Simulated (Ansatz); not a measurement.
## Two runs on Hf3N2

System: Hf3N2 (R-3m, 5 atoms in the cell).
Method of the first run: DFT r2SCAN, scalar-relativistic, plane waves, PAW, no spin polarisation (Ansatz 0.2.0).

The structure derives from a Materials Project entry. Text and figures count atoms from 1; the logs count them from 0 in places.

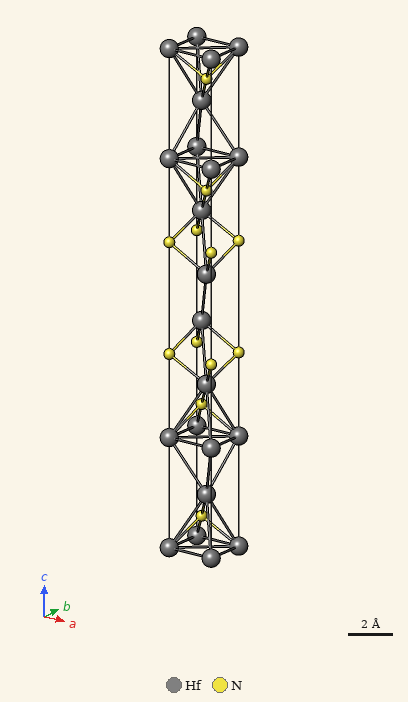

Fig. 1: The structure (ball-and-stick view of the cell 3 times as large as that of the calculation, set on its symmetry axes, seen slightly off an axis). An atom can appear more than once, as a periodic image. Near neighbours in the periodic cell (some may lie outside the picture): Hf has 12 Hf at 3.12 to 3.21 Å and 3 N at 2.29 Å; Hf has 12 Hf at 3.20 to 3.21 Å and 6 N at 2.24 Å; N has 6 Hf at 2.24 to 2.29 Å.

## Input file, the first run
```yaml
crystal:
  lattice:
    - [1.5994260774, 0.9234290764, 7.7548432223]
    - [-1.5994260774, 0.9234290764, 7.7548432223]
    - [0.0, -1.8468581527, 7.7548432223]
  atoms:
    - { symbol: Hf, position: [0.77941866, 0.77941866, 0.77941866] }
    - { symbol: Hf, position: [0.22058134, 0.22058134, 0.22058134] }
    - { symbol: Hf, position: [0.0, 0.0, 0.0] }
    - { symbol: "N", position: [0.61191553, 0.61191553, 0.61191553] }
    - { symbol: "N", position: [0.38808447, 0.38808447, 0.38808447] }
basis:
  ecutwfc: 500
kpoints:
  mp_grid: { grid: [12, 12, 12] }
hamiltonian:
  xc: r2scan
scf:
  occupations: { method: gaussian, width: 0.1 }
output:
  forces: true
  stress: true
  eigenvalues: true
  populations: true
```

Launched with:
```bash
ansatz run input.yaml --threads 1 --pin off --max-ram 2560MiB --backend cpu --events-out ev --progress --plain --runs-dir out
```

Hardware: 1 thread of Intel Xeon @ 2.50GHz (Skylake/Cascade Lake), 189 GiB of memory available, shared host.

## Output, shortened to warnings, some set-up lines, iterations and results (the first run)
```
Basis set: ecut = 500 eV, 1733 PW (Γ), FFT grids on a1−a3, a2−a3, a3, exchange–correlation on 96×96×240 points (64 copies of the dense FFT grid, shifted against one another)
Symmetry: 12 space group operations
k-points: 189 of 1728
Initial density: superposition of atomic densities (neutral atoms: chi_scale 0, normalization atom), corrected by the library's trained network
[...]
SCF iter   1: F=—  HF=-47976.792352 eV  |F-HF|=—  |Δ(HF+E_count)|=         —  Δρ=1.45e-2  dr2=5.25e-1  dr2_τ=2.80e-1  ethr=1.77e-3  ⟨swp⟩=4.7  Hψ=29740  notcnv=0  defer=70
SCF iter   2: F=—  HF=-47976.874174 eV  |F-HF|=—  |Δ(HF+E_count)|=   8.18e-2  Δρ=9.28e-3  dr2=2.55e-1  dr2_τ=3.75e-3  ethr=5.97e-4  ⟨swp⟩=2.0  Hψ=17979  notcnv=0  defer=660
SCF iter   3: F=—  HF=-47976.861629 eV  |F-HF|=—  |Δ(HF+E_count)|=   1.25e-2  Δρ=5.65e-3  dr2=1.15e-1  dr2_τ=1.42e-3  ethr=2.90e-4  ⟨swp⟩=2.1  Hψ=14429  notcnv=0  defer=660
SCF iter   4: F=—  HF=-47976.853089 eV  |F-HF|=—  |Δ(HF+E_count)|=   8.54e-3  Δρ=1.92e-3  dr2=7.98e-3  dr2_τ=1.65e-4  ethr=1.31e-4  ⟨swp⟩=2.0  Hψ=11809  notcnv=0  defer=660
SCF iter   5: F=—  HF=-47976.852351 eV  |F-HF|=—  |Δ(HF+E_count)|=   7.38e-4  Δρ=7.94e-4  dr2=8.90e-4  dr2_τ=4.69e-5  ethr=9.07e-6  ⟨swp⟩=2.0  Hψ=13855  notcnv=0  defer=660
SCF iter   6: F=—  HF=-47976.852558 eV  |F-HF|=—  |Δ(HF+E_count)|=   2.07e-4  Δρ=5.99e-4  dr2=3.29e-4  dr2_τ=4.05e-5  ethr=1.01e-6  ⟨swp⟩=2.0  Hψ=17714  notcnv=0  defer=660
SCF iter   7: F=—  HF=-47976.852185 eV  |F-HF|=—  |Δ(HF+E_count)|=   3.73e-4  Δρ=2.23e-4  dr2=4.23e-5  dr2_τ=4.42e-6  ethr=3.74e-7  ⟨swp⟩=2.0  Hψ=17630  notcnv=0  defer=660
SCF iter   8: F=—  HF=-47976.852196 eV  |F-HF|=—  |Δ(HF+E_count)|=   1.11e-5  Δρ=1.09e-4  dr2=1.13e-5  dr2_τ=1.12e-6  ethr=4.80e-8  ⟨swp⟩=2.0  Hψ=18330  notcnv=0  defer=660
SCF iter   9: F=—  HF=-47976.852195 eV  |F-HF|=—  |Δ(HF+E_count)|=   1.23e-6  Δρ=2.97e-5  dr2=7.50e-7  dr2_τ=1.24e-7  ethr=1.29e-8  ⟨swp⟩=2.0  Hψ=15405  notcnv=0  defer=660
SCF iter  10: F=—  HF=-47976.852195 eV  |F-HF|=—  |Δ(HF+E_count)|=   1.66e-7  Δρ=1.03e-5  dr2=1.02e-7  dr2_τ=1.81e-9  ethr=8.53e-10  ⟨swp⟩=2.0  Hψ=17680  notcnv=0  defer=660
SCF iter  11: F=-47976.852195 eV  HF=-47976.852195 eV  |F-HF|=3.57e-9  |Δ(HF+E_count)|=  6.11e-10  Δρ=2.51e-6  dr2=6.13e-9  dr2_τ=3.69e-10  ethr=1.14e-10  ⟨swp⟩=9.8  Hψ=42467 …
SCF 1 converged in 11 iterations: F = -47976.852195 eV  dr2 = 6.13e-9
SCF converged after 11 iterations
Free energy (F): -47976.852195 eV
Harris-Foulkes:  -47976.852195 eV  (|F-HF|=3.57e-9)
Internal energy: -47976.846312 eV  (E = F + TS)
E sigma→0 (E₀):  -47976.849254 eV
Entropy (-TS):   -0.005883 eV (-1.177 meV/atom)
Fermi energy:    22.041999 eV
--- Per-component energies (eV) ---
  E_band       = 323.261469
  E_kinetic    = 1538.514700
  E_local      = -14656.155744  (includes V_loc(G=0)·N_el)
  E_nonlocal   = -3654.877854
  E_hartree    = 6936.257450
  E_xc         = -972.958593
  E_vxc        = -1053.331857  (∫ρ·V_xc dr)
  E_paw        = -21114.402412  (= ΣΔE_a)
  E_vpaw       = 4223.921036  (= ΣTr[D̂ρ^β])
  E_aug_tail   = 0.000032  (compensation charges beyond the density's cutoff)
  E_vtau       = 52.672302  (kinetic-family band-sum trace: ∫τ·v_τ [+ j·A + Jᵃ·Aᵃ] dr)
  E_ewald      = -16054.129329
  E_core_change = 0.905436  (= ΣΔE_core)
  E_smearing   = -0.005883  (= −TS)
  E_closure    = -0.000000  (closes the sum)
  Σ components = -47976.852195   (vs F -47976.852195, Δ=0.00e0)
--- Forces (eV/Å), atoms counted from 1 ---
  atom   1  Hf     0.00000000     0.00000000     0.13091527
  atom   2  Hf    -0.00000000    -0.00000000    -0.13091527
  atom   3  Hf     0.00000000     0.00000000     0.00000000
  atom   4  N      0.00000000     0.00000000     0.04117037
  atom   5  N      0.00000000    -0.00000000    -0.04117037
  max |Σ_I F_I| component: 3.47e-17 eV/Å
--- Stress (GPa, compression-positive) ---
        2.140429       0.000000      -0.000000
        0.000000       2.140429      -0.000000
       -0.000000      -0.000000       1.699947
  P = ⅓ Tr σ = 1.9936 GPa (19.936 kbar)
--- Löwdin populations: 5 sites ---
  site symbol       q [e]
     0     Hf     25.5621
     1     Hf     25.5621
     2     Hf     25.1920
     3      N      5.7189
     4      N      5.7189
  spilling = 0.002798 (of n_electrons = 88.000000)
```

For the second run the input was changed thus:
```diff
-  mp_grid: { grid: [12, 12, 12] }
+  mp_grid: { grid: [6, 6, 6] }
-  populations: true
```

Predict how the results change.

The free energy of the second run is 0.19 meV per atom lower, which measures how much it depends on this numerical setting. The pressure goes from 1.99 to 1.84 GPa. The largest force goes from 0.131 to 0.105 eV/Å. The SCF takes 10 iterations against 11. The irreducible k-points go from 189 to 32. On the same kind of shared host the second run took about 0.17 times as long.

## Output, shortened to warnings, some set-up lines, iterations and results (the second run)
```
Basis set: ecut = 500 eV, 1733 PW (Γ), FFT grids on a1−a3, a2−a3, a3, exchange–correlation on 96×96×240 points (64 copies of the dense FFT grid, shifted against one another)
Symmetry: 12 space group operations
k-points: 32 of 216
Initial density: superposition of atomic densities (neutral atoms: chi_scale 0, normalization atom), corrected by the library's trained network
[...]
SCF iter   1: F=—  HF=-47976.786755 eV  |F-HF|=—  |Δ(HF+E_count)|=         —  Δρ=1.40e-2  dr2=4.81e-1  dr2_τ=2.77e-1  ethr=1.77e-3  ⟨swp⟩=4.6  Hψ=5032  notcnv=0  defer=8
SCF iter   2: F=—  HF=-47976.872046 eV  |F-HF|=—  |Δ(HF+E_count)|=   8.53e-2  Δρ=8.97e-3  dr2=2.31e-1  dr2_τ=3.64e-3  ethr=5.46e-4  ⟨swp⟩=2.0  Hψ=3087  notcnv=0  defer=113
SCF iter   3: F=—  HF=-47976.860921 eV  |F-HF|=—  |Δ(HF+E_count)|=   1.11e-2  Δρ=5.50e-3  dr2=1.05e-1  dr2_τ=1.34e-3  ethr=2.63e-4  ⟨swp⟩=2.0  Hψ=2375  notcnv=0  defer=113
SCF iter   4: F=—  HF=-47976.853869 eV  |F-HF|=—  |Δ(HF+E_count)|=   7.05e-3  Δρ=1.83e-3  dr2=6.72e-3  dr2_τ=1.43e-4  ethr=1.19e-4  ⟨swp⟩=2.0  Hψ=1991  notcnv=0  defer=113
SCF iter   5: F=—  HF=-47976.853283 eV  |F-HF|=—  |Δ(HF+E_count)|=   5.86e-4  Δρ=7.59e-4  dr2=8.57e-4  dr2_τ=4.51e-5  ethr=7.63e-6  ⟨swp⟩=2.0  Hψ=2553  notcnv=0  defer=113
SCF iter   6: F=—  HF=-47976.853491 eV  |F-HF|=—  |Δ(HF+E_count)|=   2.08e-4  Δρ=5.84e-4  dr2=3.19e-4  dr2_τ=3.85e-5  ethr=9.74e-7  ⟨swp⟩=2.0  Hψ=2991  notcnv=0  defer=113
SCF iter   7: F=—  HF=-47976.853127 eV  |F-HF|=—  |Δ(HF+E_count)|=   3.64e-4  Δρ=2.17e-4  dr2=3.88e-5  dr2_τ=4.39e-6  ethr=3.62e-7  ⟨swp⟩=2.0  Hψ=2982  notcnv=0  defer=113
SCF iter   8: F=—  HF=-47976.853130 eV  |F-HF|=—  |Δ(HF+E_count)|=   2.55e-6  Δρ=1.05e-4  dr2=1.09e-5  dr2_τ=1.06e-6  ethr=4.41e-8  ⟨swp⟩=2.0  Hψ=3104  notcnv=0  defer=113
SCF iter   9: F=—  HF=-47976.853129 eV  |F-HF|=—  |Δ(HF+E_count)|=   9.39e-7  Δρ=2.84e-5  dr2=6.79e-7  dr2_τ=1.16e-7  ethr=1.24e-8  ⟨swp⟩=2.0  Hψ=2606  notcnv=0  defer=113
SCF iter  10: F=-47976.853129 eV  HF=-47976.853129 eV  |F-HF|=4.96e-8  |Δ(HF+E_count)|=   1.62e-7  Δρ=1.02e-5  dr2=9.83e-8  dr2_τ=1.63e-9  ethr=1.14e-10  ⟨swp⟩=8.3  Hψ=8107  …
SCF 1 converged in 10 iterations: F = -47976.853129 eV  dr2 = 9.83e-8
SCF converged after 10 iterations
Free energy (F): -47976.853129 eV
Harris-Foulkes:  -47976.853129 eV  (|F-HF|=4.96e-8)
Internal energy: -47976.843803 eV  (E = F + TS)
E sigma→0 (E₀):  -47976.848466 eV
Entropy (-TS):   -0.009326 eV (-1.865 meV/atom)
Fermi energy:    22.082420 eV
--- Per-component energies (eV) ---
  E_band       = 323.498434
  E_kinetic    = 1538.510081
  E_local      = -14656.405377  (includes V_loc(G=0)·N_el)
  E_nonlocal   = -3654.893566
  E_hartree    = 6936.492162
  E_xc         = -972.945426
  E_vxc        = -1053.331001  (∫ρ·V_xc dr)
  E_paw        = -21114.377818  (= ΣΔE_a)
  E_vpaw       = 4223.955300  (= ΣTr[D̂ρ^β])
  E_aug_tail   = 0.000032  (compensation charges beyond the density's cutoff)
  E_vtau       = 52.682045  (kinetic-family band-sum trace: ∫τ·v_τ [+ j·A + Jᵃ·Aᵃ] dr)
  E_ewald      = -16054.129329
  E_core_change = 0.905436  (= ΣΔE_core)
  E_smearing   = -0.009326  (= −TS)
  E_closure    = 0.000000  (closes the sum)
  Σ components = -47976.853129   (vs F -47976.853129, Δ=0.00e0)
--- Forces (eV/Å), atoms counted from 1 ---
  atom   1  Hf    -0.00000000     0.00000000     0.10474149
  atom   2  Hf     0.00000000    -0.00000000    -0.10474149
  atom   3  Hf     0.00000000     0.00000000     0.00000000
  atom   4  N      0.00000000     0.00000000     0.03002689
  atom   5  N      0.00000000    -0.00000000    -0.03002689
  max |Σ_I F_I| component: 2.78e-17 eV/Å
--- Stress (GPa, compression-positive) ---
        2.025606       0.000000      -0.000000
        0.000000       2.025606      -0.000000
       -0.000000      -0.000000       1.478723
  P = ⅓ Tr σ = 1.8433 GPa (18.433 kbar)
```

## The two runs side by side

```tsv
quantity	the first run	the second run
outcome	converged	converged
free energy per atom (eV)	−9595.3704	−9595.3706
energy per atom, smearing taken to zero (eV)	−9595.3699	−9595.3697
gap on the mesh (eV)	0.00	0.00
pressure (GPa)	1.99	1.84
largest force (eV/Å)	0.131	0.105
SCF iterations	11	10
irreducible k-points	189	32
plane waves at Γ	1733	1733
wall time (shared host)	3.4 min	34 s
```

For both runs: Spin–orbit coupling is left out, which matters for Hf.
